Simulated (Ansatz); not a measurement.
The structure in question:

```
Nb N
1.0
     3.75162    0.00000    0.00000
     0.00000    9.75965    0.00000
     0.00000    0.00000    9.73736
Nb N
12 20
Direct
  0.00000 0.13311 0.94126
  0.00000 0.13311 0.55874
  0.00000 0.20665 0.25000
  0.50000 0.29335 0.75000
  0.50000 0.36689 0.05874
  0.50000 0.36689 0.44126
  0.50000 0.63311 0.94126
  0.50000 0.63311 0.55874
  0.50000 0.70665 0.25000
  0.00000 0.79335 0.75000
  0.00000 0.86689 0.05874
  0.00000 0.86689 0.44126
  0.00000 0.31381 0.43019
  0.00000 0.04670 0.12577
  0.00000 0.04670 0.37423
  0.00000 0.31381 0.06981
  0.00000 0.23293 0.75000
  0.50000 0.45330 0.87423
  0.50000 0.18619 0.56981
  0.50000 0.18619 0.93019
  0.50000 0.26707 0.25000
  0.50000 0.45330 0.62577
  0.50000 0.81381 0.43019
  0.50000 0.54670 0.12577
  0.50000 0.54670 0.37423
  0.50000 0.81381 0.06981
  0.50000 0.73293 0.75000
  0.00000 0.95330 0.87423
  0.00000 0.68619 0.56981
  0.00000 0.68619 0.93019
  0.00000 0.76707 0.25000
  0.00000 0.95330 0.62577
```

Q: Interpret the file: composition, symmetry and coordination.

A: The structure is one of Nb$_{3}$N$_{5}$. It belongs to space group Cmcm (No. 63) and has a base-centred orthorhombic lattice. With Z = 4, the cell contains 12 Nb, 20 N. Counting atoms within bonding range gives coordination numbers of Nb 6 to 7 (mean 6.7) and N 3 to 4 (mean 3.6). Not all metal-metal contacts are counted.

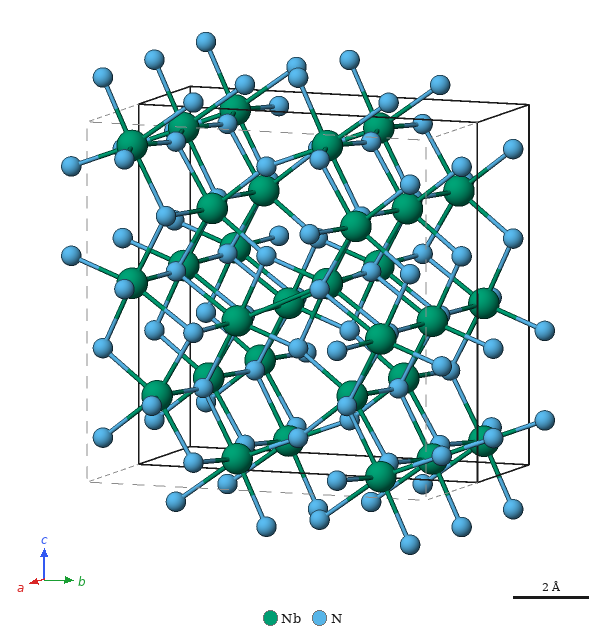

View slightly off an axis, drawn as a ball-and-stick model. Solid lines give the conventional unit cell, repeated here 2×1×1 times. Some neighbours outside the box are added. Colours: niobium teal, nitrogen blue.

The initial geometry was a structure listed in the Materials Project. It was relaxed at fixed volume with Ansatz, DFT PBEsol, scalar-relativistic, plane waves, PAW.

At this level of theory the run's own cell isn't at rest (compressed, at 39 GPa), so its distances can differ from those at equilibrium, the more so the softer the solid.
